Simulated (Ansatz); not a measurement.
Run report: Ti3Si, phonon calculation

System: Ti3Si (P6₃/mmc, 8 atoms in the cell).
Method: DFT LDA, scalar-relativistic, plane waves, PAW, no spin polarisation (Ansatz 0.2.0).

The structure derives from a Materials Project entry. It belongs to a series of runs on one base structure; here: phonon dispersion, density of states and thermodynamics.

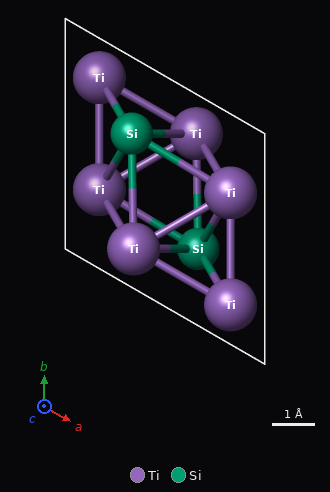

**Figure 1.** The structure (ball-and-stick view of the cell of the calculation, along the c axis). An atom can appear more than once, as a periodic image.

Input
```yaml
crystal:
  lattice:
    - [5.5158334969, 0.0, 0.0]
    - [-2.7579167485, 4.7768519313, 0.0]
    - [0.0, 0.0, 4.4524528779]
  atoms:
    - { symbol: Ti, position: [0.3427272438, 0.1713636219, 0.75] }
    - { symbol: Ti, position: [0.8286363781, 0.1713636219, 0.75] }
    - { symbol: Ti, position: [0.8286363781, 0.6572727562, 0.75] }
    - { symbol: Ti, position: [0.6572727562, 0.8286363781, 0.25] }
    - { symbol: Ti, position: [0.1713636219, 0.8286363781, 0.25] }
    - { symbol: Ti, position: [0.1713636219, 0.3427272438, 0.25] }
    - { symbol: Si, position: [0.3333333333, 0.6666666667, 0.75] }
    - { symbol: Si, position: [0.6666666667, 0.3333333333, 0.25] }
basis:
  ecutwfc: 420
kpoints:
  mp_grid: { grid: [6, 6, 8] }
hamiltonian:
  xc: lda
scf:
  occupations: { method: fermi_dirac, width: 0.15 }
output:
  eigenvalues: true
phonons:
  method: dfpt
  eigenvectors: true
  qmesh: [2, 2, 2]
  temperatures: { t_max: 1000, t_step: 100 }
  qpath:
    path:
      - [[0.0, 0.0, 0.0], [0.5, 0.0, 0.0], [0.33333333, 0.33333333, 0.0], [0.0, 0.0, 0.0], [0.0, 0.0, 0.5], [0.5, 0.0, 0.5], [0.33333333, 0.33333333, 0.5], [0.0, 0.0, 0.5]]
      - [[0.5, 0.0, 0.5], [0.5, 0.0, 0.0]]
      - [[0.33333333, 0.33333333, 0.5], [0.33333333, 0.33333333, 0.0]]
    npoints: 8
```

Run on 4 threads of Intel Xeon @ 2.50GHz (Skylake/Cascade Lake), 189 GiB of memory available, shared host.

Run as:
```bash
ansatz run input.yaml --threads 4 --pin off --max-ram 12288MiB --backend cpu --events-out ev --progress --plain --runs-dir out
```

Output
```
Warning: phonons: the dynamical matrix that this run interpolates holds no multipole term above the dipole-dipole one, and a site of this crystal is no centre of inversion, so its interpolated transverse optical and acoustic branches and sound speeds can stay off near Gamma, and the density of states and the thermodynamics with them. What a run solves at a wave vector of phonons.qpoints, Gamma apart, where the deck admits one, is free of this, and under fd what a larger phonons.supercell samples
band count auto-derived: 49 (N_el = 80.0; filled up to band 40; 48 by the electrons, moments and atoms)
Engine: ansatz 0.2.0, x86_64-unknown-linux-gnu
Pseudopotentials: kind: paw
Pseudopotential: Ti, paw, valence charge 12, recommended cutoff 420 eV (normal), Ti.paw.azcp
Pseudopotential: Si, paw, valence charge 4, recommended cutoff 420 eV (normal), Si.paw.azcp
Functional definition: SPW92
  exchange = slater_x
  correlation = pw_c
Crystal: 8 atoms, lattice volume = 117.315 Å³
Basis set: ecut = 420 eV, 2301 PW (Γ), exchange–correlation on 80×80×60 points (8 copies of the dense FFT grid, shifted against one another)
Bands: 49, of which v1, the nominal top of the filled ones, is band 40 counted from 1 (39 counted from 0)
Symmetry: 24 space group operations
k-points: 35 of 288
Non-local potential: Ti, projectors of the file, l = 0: 3, l = 1: 2, l = 2: 3, l = 3: 1
Non-local potential: Si, projectors of the file, l = 0: 2, l = 1: 2, l = 2: 2
PAW form: soft (Blöchl's): semilocal exchange-correlation on the pseudo side does not see the compensation charge
PAW frozen core: Ti, regenerated for the run's functional, and the local potential with it (the file was generated under x = pbe(κ = 0.804, μ = 0.2195149727645171), c = pbe(β = 0.06672455060314922))
PAW frozen core: Si, regenerated for the run's functional, and the local potential with it (the file was generated under x = pbe(κ = 0.804, μ = 0.2195149727645171), c = pbe(β = 0.06672455060314922))
PAW one-centre angular grid: Ti, 590 points (default); XC on 64 Gauss nodes
PAW one-centre angular grid: Si, 110 points (default); XC on 64 Gauss nodes
Initial density: superposition of atomic densities (neutral atoms: chi_scale 0, normalization atom), corrected by the library's trained network
Initial wavefunctions: pseudopotential atomic-orbital guess
Functional: x = slater, c = lda
SCF iter   1: F=—  HF=-15923.626219 eV  |F-HF|=—  |Δ(HF+E_count)|=         —  Δρ=6.16e-3  dr2=2.47e-2  ethr=1.77e-3  ⟨swp⟩=6.2  Hψ=6751  notcnv=0
preconditioner: auto → Kerker (q_TF=auto, 2.560 Å⁻¹)  [metal: Δε(μ)=0.004 eV  Ē_g=3.910 eV  σ=0.150 eV  W_gap=0.01  n_scr=26 (ndim 8)  ℏωp=19.4 eV  f_vac=0.000  D(μ)=7.17/eV (n_scr^D=70)]
SCF iter   2: F=—  HF=-15923.620100 eV  |F-HF|=—  |Δ(HF+E_count)|=   6.12e-3  Δρ=3.34e-3  dr2=8.60e-3  ethr=3.09e-5  ⟨swp⟩=2.2  Hψ=2389  notcnv=0
SCF iter   3: F=—  HF=-15923.618085 eV  |F-HF|=—  |Δ(HF+E_count)|=   2.02e-3  Δρ=5.88e-4  dr2=5.94e-4  ethr=1.07e-5  ⟨swp⟩=2.3  Hψ=2399  notcnv=0
SCF iter   4: F=—  HF=-15923.617938 eV  |F-HF|=—  |Δ(HF+E_count)|=   1.47e-4  Δρ=1.58e-4  dr2=2.65e-5  ethr=7.42e-7  ⟨swp⟩=2.0  Hψ=2276  notcnv=0
SCF iter   5: F=—  HF=-15923.617926 eV  |F-HF|=—  |Δ(HF+E_count)|=   1.13e-5  Δρ=4.37e-5  dr2=2.07e-6  ethr=3.31e-8  ⟨swp⟩=2.1  Hψ=3084  notcnv=0
SCF iter   6: F=—  HF=-15923.617923 eV  |F-HF|=—  |Δ(HF+E_count)|=   2.83e-6  Δρ=1.25e-5  dr2=1.81e-7  ethr=2.59e-9  ⟨swp⟩=3.0  Hψ=3679  notcnv=0
SCF iter   7: F=—  HF=-15923.617923 eV  |F-HF|=—  |Δ(HF+E_count)|=   2.96e-8  Δρ=2.73e-6  dr2=7.93e-9  ethr=2.26e-10  ⟨swp⟩=2.0  Hψ=2292  notcnv=0
SCF iter   8: F=—  HF=-15923.617923 eV  |F-HF|=—  |Δ(HF+E_count)|=   2.19e-9  Δρ=5.00e-7  dr2=2.69e-10  ethr=9.92e-12  ⟨swp⟩=3.0  Hψ=3820  notcnv=0
SCF iter   9: F=—  HF=-15923.617923 eV  |F-HF|=—  |Δ(HF+E_count)|=  6.18e-11  Δρ=1.14e-7  dr2=1.05e-11  ethr=1.00e-12  ⟨swp⟩=1.6  Hψ=1999  notcnv=0
SCF iter  10: F=-15923.617923 eV  HF=-15923.617923 eV  |F-HF|=3.64e-12  |Δ(HF+E_count)|=  1.56e-10  Δρ=2.84e-8  dr2=6.77e-13  ethr=1.00e-12  ⟨swp⟩=5.7  Hψ=6989  notcnv=0
SCF 1 converged in 10 iterations: F = -15923.617923 eV  dr2 = 6.77e-13
  greatest PAW one-centre occupation: 0.999 electrons in one spin orbital (limit 2), on the Ti atom at site 5 (counted from 0), in its partial waves of l = 0
Initial density: read from a saved state, or passed on in memory by an earlier SCF of this step, an earlier step, the calling program or the single point that the run made first
iter 1 solved again at ethr=4.41e-7 eV; its pass at ethr=3.10e-3 eV (dr2=3.53e-4 eV) is discarded
SCF iter   1: F=—  HF=-15923.617925 eV  |F-HF|=—  |Δ(HF+E_count)|=         —  Δρ=5.56e-7  dr2=3.05e-10  ethr=4.41e-7  ⟨swp⟩=3.5  Hψ=10775  notcnv=0
eigensolver tolerance schedule: the retry pair's looser diagonalisation over-reported the residual by 1157999.84 of it (diagonalisation noise at an unbounded share of the residual, at the tolerance the schedule requests for it); recorded, not acted on — ethr = c·dr2/N_el stays at c = 1.0e-1
preconditioner: auto → Kerker (q_TF=auto, 2.560 Å⁻¹)  [metal: Δε(μ)=0.007 eV  Ē_g=3.901 eV  σ=0.150 eV  W_gap=0.01  n_scr=26 (ndim 8)  ℏωp=19.4 eV  f_vac=0.000  D(μ)=7.27/eV (n_scr^D=70)]
SCF iter   2: F=—  HF=-15923.617923 eV  |F-HF|=—  |Δ(HF+E_count)|=   2.00e-6  Δρ=2.82e-7  dr2=6.73e-11  ethr=1.00e-12  ⟨swp⟩=4.3  Hψ=4657  notcnv=0
SCF iter   3: F=—  HF=-15923.617923 eV  |F-HF|=—  |Δ(HF+E_count)|=  9.09e-12  Δρ=1.83e-7  dr2=2.99e-11  ethr=1.00e-12  ⟨swp⟩=1.0  Hψ=1715  notcnv=0
iter 4 did not close the SCF: its close was put off for the readings that it lacked (scf_convergence_deferred on its scf_iter line)
SCF iter   4: F=-15923.617923 eV  HF=-15923.617923 eV  |F-HF|=5.46e-12  |Δ(HF+E_count)|=  5.46e-12  Δρ=9.83e-8  dr2=9.47e-12  ethr=1.00e-12  ⟨swp⟩=1.0  Hψ=1715  notcnv=0
iter 5 did not close the SCF: its close was put off for the readings that it lacked (scf_convergence_deferred on its scf_iter line)
SCF iter   5: F=-15923.617923 eV  HF=-15923.617923 eV  |F-HF|=1.82e-12  |Δ(HF+E_count)|=  1.82e-12  Δρ=6.29e-8  dr2=3.90e-12  ethr=1.00e-12  ⟨swp⟩=1.0  Hψ=1715  notcnv=0
iter 6 did not close the SCF: its close was put off for the readings that it lacked (scf_convergence_deferred on its scf_iter line)
SCF iter   6: F=-15923.617923 eV  HF=-15923.617923 eV  |F-HF|=0.00e0  |Δ(HF+E_count)|=  3.64e-12  Δρ=3.43e-8  dr2=1.17e-12  ethr=1.00e-12  ⟨swp⟩=1.0  Hψ=1715  notcnv=0
iter 7 did not close the SCF: its close was put off for the readings that it lacked (scf_convergence_deferred on its scf_iter line)
SCF iter   7: F=-15923.617923 eV  HF=-15923.617923 eV  |F-HF|=3.64e-12  |Δ(HF+E_count)|=  3.64e-12  Δρ=2.20e-8  dr2=4.73e-13  ethr=1.00e-12  ⟨swp⟩=1.0  Hψ=1715  notcnv=0
SCF iter   8: F=-15923.617923 eV  HF=-15923.617923 eV  |F-HF|=1.82e-12  |Δ(HF+E_count)|=  3.64e-12  Δρ=6.47e-9  dr2=4.23e-14  ethr=1.00e-12  ⟨swp⟩=1.1  Hψ=3619  notcnv=0
SCF 2 converged in 8 iterations: F = -15923.617923 eV  dr2 = 4.23e-14
phonons: the bands overlap, so this run is a metal and interpolates without the dipole-dipole term. If the crystal is really an insulator or semiconductor, its LO-TO splitting is missing
NSCF: frozen V_eff on 35 k-points
NSCF: frozen V_eff on 100 k-points
DFPT response loops at q = (0, 0, 0) (fractional): preconditioner auto → Kerker (q_TF=auto, 2.560 Å⁻¹) (partly filled bands, converged f_vac=0.000); β = 1.00, the filter's whole step (`scf.mixing.beta` (0.50) is not read by the response loops under this deck's `scf.mixing.preconditioner`; to damp them name `kerker` or `kerker_dos`, under which they read `scf.mixing.beta`, and type it under 1.00, their step now; both keys bind the ground state too); Broyden in place of MSR1
NSCF: frozen V_eff on 200 k-points
DFPT response loops at q = (0, 0, -0.5) (fractional): mixed as the last ones told, above
NSCF: frozen V_eff on 200 k-points
DFPT response loops at q = (0, -0.5, 0) (fractional): mixed as the last ones told, above
NSCF: frozen V_eff on 200 k-points
DFPT response loops at q = (0, -0.5, -0.5) (fractional): mixed as the last ones told, above
SCF converged after 10 iterations
Free energy (F): -15923.617923 eV
Harris-Foulkes:  -15923.617923 eV  (|F-HF|=3.64e-12)
Internal energy: -15923.053549 eV  (E = F + TS)
E sigma→0 (E₀):  -15923.335736 eV
Entropy (-TS):   -0.564374 eV (-70.547 meV/atom)
Fermi energy:    14.375099 eV
--- Per-component energies (eV) ---
  E_band       = -779.394867
  E_kinetic    = 1738.976475
  E_local      = -5052.631245  (includes V_loc(G=0)·N_el)
  E_nonlocal   = 128.246321
  E_hartree    = 2142.167268
  E_xc         = -698.749208
  E_vxc        = -836.209924  (∫ρ·V_xc dr)
  E_paw        = -6970.364497  (= ΣΔE_a)
  E_vpaw       = -1042.111651  (= ΣTr[D̂ρ^β])
  E_aug_tail   = 0.000610  (compensation charges beyond the density's cutoff)
  E_ewald      = -7212.823636
  E_core_change = 2.124363  (= ΣΔE_core)
  E_smearing   = -0.564374  (= −TS)
  E_closure    = 0.000000  (closes the sum)
  Σ components = -15923.617923   (vs F -15923.617923, Δ=0.00e0)
--- Band table (eV; the first three rows and the last of 35) ---
  k-point 0: bands = ["-41.6124", "-41.4539", "-41.4453", "-41.4453", "-41.3701", "-41.3701", "-18.5735", "-18.5381", "-18.3804", "-18.3684", "-18.3684", "-18.2800", "-18.2800", "-18.2344", "-18.2344", "-18.0545", "-17.8964", "-17.8964", "-17.8131", "-17.7958", "-17.6813", "-17.6813", "-17.6753", "-17.6753", "4.5832", "6.5823", "10.7091", "11.1881", "11.1881", "11.4654", "11.4654", "11.5670", "12.1662", "12.5211", "12.5690", "12.5690", "12.9443", "12.9443", "13.7549", "14.2651", "14.8796", "14.8796", "14.9437", "14.9906", "14.9906", "16.2430", "16.2430", "16.3769", "16.6005"]
  k-point 1: bands = ["-41.6065", "-41.4600", "-41.4424", "-41.4424", "-41.3729", "-41.3729", "-18.5705", "-18.5349", "-18.4107", "-18.4107", "-18.3645", "-18.3050", "-18.3050", "-18.1747", "-18.1747", "-18.0449", "-17.8870", "-17.8870", "-17.8376", "-17.8058", "-17.6814", "-17.6814", "-17.6764", "-17.6764", "4.6888", "6.5367", "10.8154", "11.1844", "11.2113", "11.2113", "11.5823", "11.5823", "11.9828", "12.6392", "12.6392", "12.8126", "12.8126", "12.8485", "13.7762", "14.3825", "14.8180", "14.8180", "15.0360", "15.0360", "15.0437", "16.2244", "16.2838", "16.2838", "16.4934"]
  k-point 2: bands = ["-41.5894", "-41.4773", "-41.4342", "-41.4342", "-41.3811", "-41.3811", "-18.5625", "-18.5309", "-18.4614", "-18.4614", "-18.3630", "-18.3630", "-18.3137", "-18.0748", "-18.0748", "-18.0173", "-17.9064", "-17.8728", "-17.8728", "-17.8344", "-17.6822", "-17.6822", "-17.6791", "-17.6791", "4.9837", "6.4050", "10.6285", "10.8167", "11.2909", "11.2909", "11.8989", "11.8989", "11.9028", "12.5161", "12.5161", "12.8294", "12.8294", "13.2721", "13.8206", "14.5460", "14.6568", "14.6568", "15.0190", "15.0190", "15.3373", "15.8991", "16.2702", "16.2702", "16.2739"]
  k-point 34: bands = ["-41.4904", "-41.4904", "-41.4514", "-41.4514", "-41.4077", "-41.4077", "-18.4476", "-18.4476", "-18.3608", "-18.3608", "-18.2773", "-18.2773", "-18.1398", "-18.1398", "-18.1279", "-18.1279", "-17.9763", "-17.9763", "-17.8613", "-17.8613", "-17.8263", "-17.8263", "-17.7260", "-17.7260", "6.4376", "6.4376", "9.5902", "9.5902", "10.6624", "10.6624", "12.0579", "12.0579", "12.3923", "12.3923", "13.6954", "13.6954", "13.7537", "13.7537", "13.9445", "13.9445", "14.7577", "14.7577", "15.0724", "15.0724", "15.2428", "15.2428", "15.7089", "15.7089", "16.0873"]
--- Phonons (Γ-DFPT): 4 representative perturbations + reference (Σ response iterations 12) ---
  ASR residual: 1.453e-3 → 0.000e0 eV/Å²; symmetrization residual: 1.940e-6 eV/Å²
  ASR residual per site (eV/Å²): 1.35e-3 1.35e-3 1.45e-3 1.35e-3 1.35e-3 1.45e-3 8.71e-6 8.71e-6
  Γ frequencies (cm⁻¹): 0.00 0.00 0.00 76.53 76.53 136.45 136.45 155.01 191.00 191.00 202.89 251.14 251.14 264.04 264.04 281.23 281.40 288.06 302.65 305.32 305.32 325.25 328.94 328.94
--- Phonons (arbitrary-q DFPT): 4 irreducible q on the 2×2×2 mesh ---
  q = [0.0000, 0.0000, 0.0000] (star 1, of the zone-centre solve; hermiticity 3.76e-7, symmetrization 7.83e-8): -0.00 0.00 0.00 76.53 76.53 136.45 136.45 155.01 191.00 191.00 202.89 251.14 251.14 264.04 264.04 281.23 281.40 288.06 302.65 305.32 305.32 325.25 328.94 328.94
  q = [0.0000, 0.0000, -0.5000] (star 1, 4 solved perturbations in 265 linear systems a pass and spin channel, the states on 100 of 288 k-point pairs; hermiticity 4.41e-7, symmetrization 6.32e-8): 109.35 109.35 109.35 109.35 199.79 199.79 204.07 204.07 204.07 204.07 214.88 214.88 229.38 229.38 229.38 229.38 252.96 252.96 318.68 318.68 325.47 325.47 325.47 325.47
  q = [0.0000, -0.5000, 0.0000] (star 3, 9 solved perturbations in 690 linear systems a pass and spin channel, the states on 100 of 288 k-point pairs; hermiticity 6.89e-7, symmetrization 6.84e-11): -46.81 105.01 120.47 131.33 158.73 170.57 185.51 186.69 190.53 202.11 215.55 223.31 229.80 231.09 237.80 263.63 264.83 265.57 296.70 306.81 312.15 313.64 317.64 328.99
  q = [0.0000, -0.5000, -0.5000] (star 3, 9 solved perturbations in 690 linear systems a pass and spin channel, the states on 100 of 288 k-point pairs; hermiticity 7.29e-7, symmetrization 4.91e-11): 125.45 125.45 137.84 137.84 145.84 145.84 187.04 187.04 191.13 191.13 204.78 204.78 243.92 243.92 260.56 260.56 265.07 265.07 304.72 304.72 323.78 323.78 324.42 324.42
  sum rule: each row above includes the acoustic sum rule's correction from the zone centre's row sums; it moved no ω² by more than (2.87 cm⁻¹)²
  mesh force constants: q→R imaginary residual 8.37e-18; ASR residual 1.453e-3 → 0.000e0 eV/Å²; symmetrization residual 1.066e-14 eV/Å²
  interpolated dispersion: 75 rows × 24 modes
  density of states and harmonic sums: on the 14×14×14 q-mesh, interpolated from the force constants of a 2×2×2 supercell (no non-analytic term)
  largest difference from the sums on the solved wave vectors: F 1.39e-1 eV, S 1.91e-4 and C_V 5.17e-5 eV/K
  zero-point energy: 0.330605 eV/cell   skipped modes (ω ≤ 0): 37, of them read as no rigid motion or as one in doubt: 34 (1.498e-1 modes/cell left out, lowest -54.34 cm⁻¹)   left out of the sums: 6.29e-3 of the cell's modes: C_V's classical limit lies that fraction below 3 k_B per atom; for a crystal, a wire or a layer, F and S can be off by more, and a phonons.interpolated_qmesh denser along its periods is the remedy for the sampling
```

File phthermo.tsv
```
# format = ansatz-phthermo/1
# interpolated_qmesh = 14 14 14
# force_constants_supercell = 2 2 2
# non_analytic_term = not included (the non-analytic LO-TO correction is not applied to the interpolated dynamical matrix; polar crystals: no LO-TO splitting at GAMMA, and LO and other optical branches, acoustic branches and sound speeds, and with them the density of states and the thermodynamics, can be off between the wave vectors that the force constants were sampled on, most near GAMMA; a larger extent of the force constants narrows that region and is not shown to mend the acoustic slopes)
# zero_point_energy_ev = 3.3060525798e-1
# n_skipped_modes = 37
# share_of_modes_left_out = 6.2864431487e-3
# vibrations_at_or_below_zero_n_entries = 34
# vibrations_at_or_below_zero_modes_per_cell = 1.4978134111e-1
# vibrations_at_or_below_zero_lowest_omega_inv_cm = -54.338
# rigid_motions_known_by = geometry
# t_k	f_vib_ev	s_ev_per_k	c_v_ev_per_k
0.0000	3.3060525798e-1	0.0000000000e0	0.0000000000e0
100.0000	3.1400853305e-1	5.2172630241e-4	9.6502317505e-4
200.0000	2.1419780685e-1	1.4465888653e-3	1.6439215673e-3
300.0000	3.2160064358e-2	2.1601344595e-3	1.8542058016e-3
400.0000	-2.1228702529e-1	2.7066329594e-3	1.9380920884e-3
500.0000	-5.0555465996e-1	3.1439812643e-3	1.9789844903e-3
600.0000	-8.3861995848e-1	3.5069902530e-3	2.0017766176e-3
700.0000	-1.2051839623e0	3.8166935104e-3	2.0157222168e-3
800.0000	-1.6006332226e0	4.0864919383e-3	2.0248564059e-3
900.0000	-2.0214546050e0	4.3253709677e-3	2.0311569097e-3
1000.0000	-2.4648883305e0	4.5396213584e-3	2.0356827900e-3
```

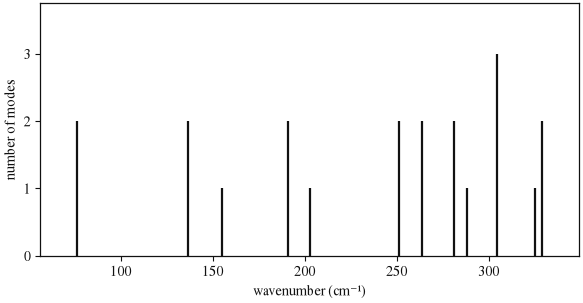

**Figure 2.** Optical phonons at the zone centre (no LO–TO term); neighbouring modes closer than 3 cm⁻¹ are counted in one stick. 21 modes from 77 to 329 cm⁻¹, none imaginary.

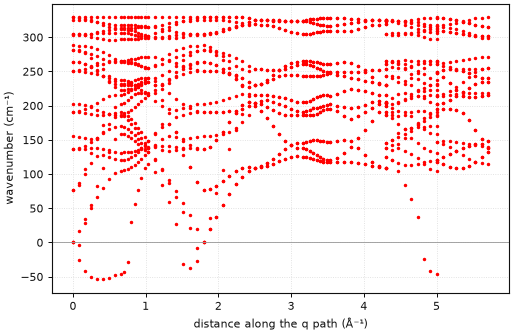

**Figure 3.** Phonon frequencies along the path of the input (imaginary ones negative). The highest is 330 cm⁻¹; the lowest is 54i cm⁻¹, so the structure is dynamically unstable.

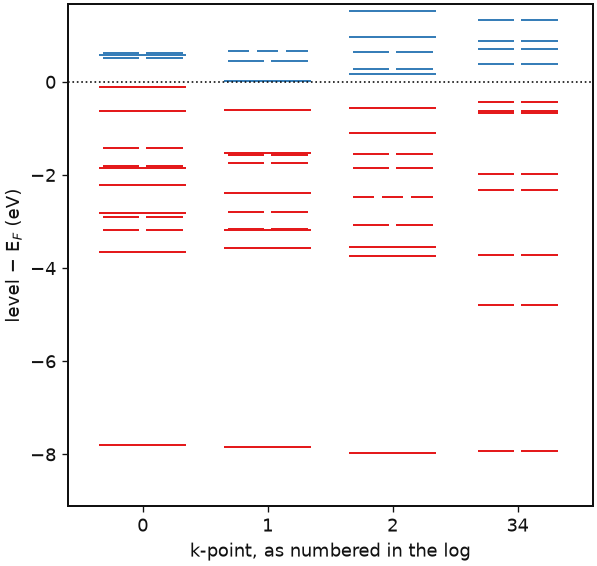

**Figure 4.** Kohn–Sham levels near the Fermi level (dotted) at the few k-points that the log prints; levels within 0.02 eV of each other stand side by side. The system is metallic on the full mesh.

Summary

| quantity | value |
| --- | --- |
| outcome | converged |
| space group (tolerance 0.01 Å) | P6₃/mmc (194) |
| electrons treated | 80 |
| free energy | −15923.6179 eV |
| Fermi energy | 14.375 eV |
| gap on the k-point mesh | none (metallic) |
| wall time | 14 min (CPU time 48 min) |
| peak memory | 1.9 GiB |

Notes

Results for this metal are sensitive to the k-point mesh.
